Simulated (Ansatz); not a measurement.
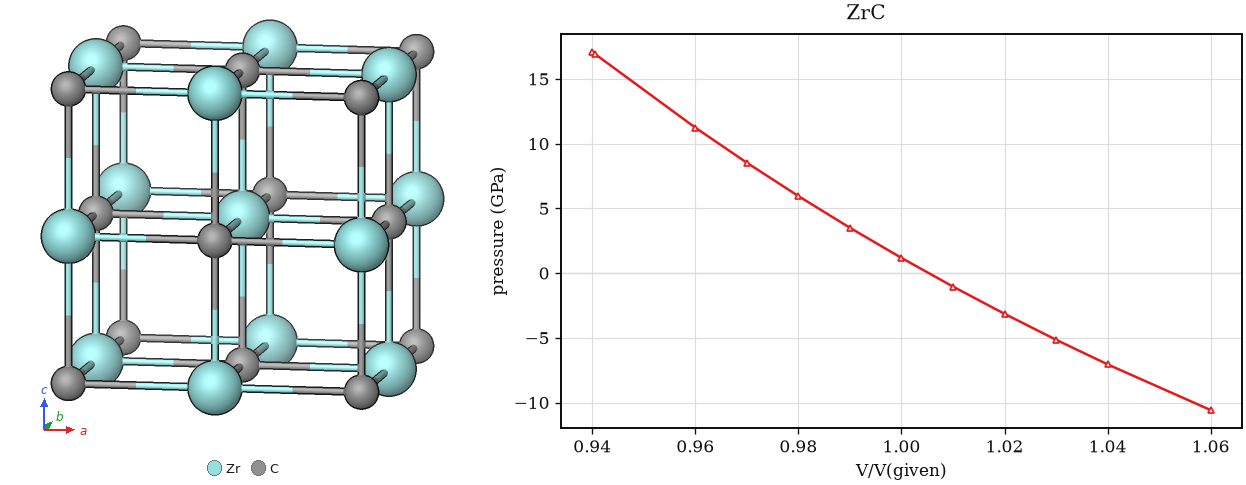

The figure shows the pressure against V/V(given) for ZrC, space group Fm-3m (No. 225). The conventional cell is drawn beside the plot.

Cell as given: a = 3.324 Å, b = 3.324 Å, c = 3.324 Å, α = 60.00°, β = 60.00°, γ = 60.00°; 2 atoms.

Calculation (Ansatz 0.2.0): periodic Kohn-Sham DFT of a crystal at fixed atoms, scaled to the stated factor times the given cell; pressure positive in compression. Level: PBE.

- method: frozen-core PAW
- relativity: scalar
- k mesh: 15×15×15
- occupations: Fermi–Dirac
- smearing width: 0.05 eV
- wave cutoff: 420 eV
- PAW set: soft_2

V(given) is 12.98 Å³/atom.

### How does the pressure vary with V/V(given)?

It falls from 17.1 GPa at V/V(given) 0.9400 to −10.6 GPa at 1.0600, and changes sign near 1.005.

### What does the calculation give for the volume at zero pressure from a fit of the pressures?

13.1 Å³/atom.
